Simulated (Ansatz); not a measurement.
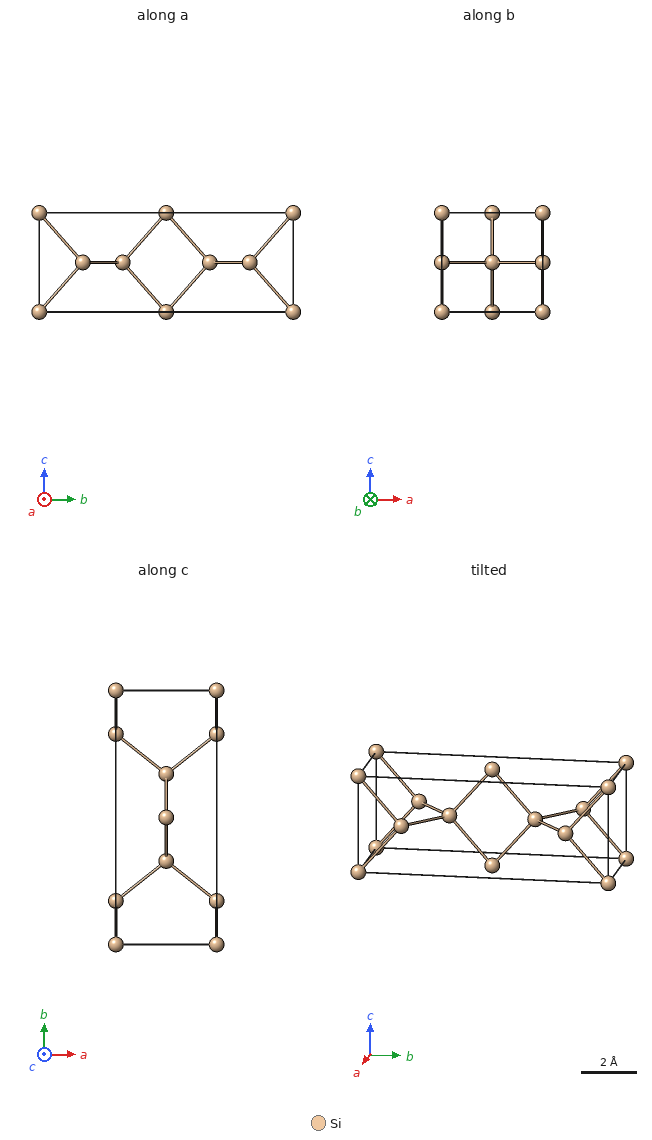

We look at a ball-and-stick model of the crystal along the a axis, along the b axis, along the c axis and slightly off an axis. The frame is the conventional unit cell; atoms at its boundary are shown with their periodic copies.

Lattice parameters: a = 3.6754 Å, b = 9.2694 Å, c = 3.6152 Å, α = 90.000°, β = 90.000°, γ = 90.000°.

Express the structure as a CIF with its space group and independent sites, with free fractional coordinates to two decimals.

Answer.
```cif
data_structure
_symmetry_space_group_name_H-M 'C m m m'
_symmetry_Int_Tables_number 65
_cell_length_a 3.6754
_cell_length_b 9.2694
_cell_length_c 3.6152
_cell_angle_alpha 90.000
_cell_angle_beta 90.000
_cell_angle_gamma 90.000
_cell_volume 123.17
loop_
_atom_site_label
_atom_site_type_symbol
_atom_site_symmetry_multiplicity
_atom_site_Wyckoff_symbol
_atom_site_fract_x
_atom_site_fract_y
_atom_site_fract_z
_atom_site_occupancy
Si1 Si 4 j 0.50 0.33 0.50 1
Si2 Si 2 a 0.00 0.00 0.00 1
```

The initial geometry was a structure type filled with this element by a generator (whether the element takes this form wasn't checked). Earlier steps of the study may have refined or changed the cell and positions. It went into a calculation with Ansatz.
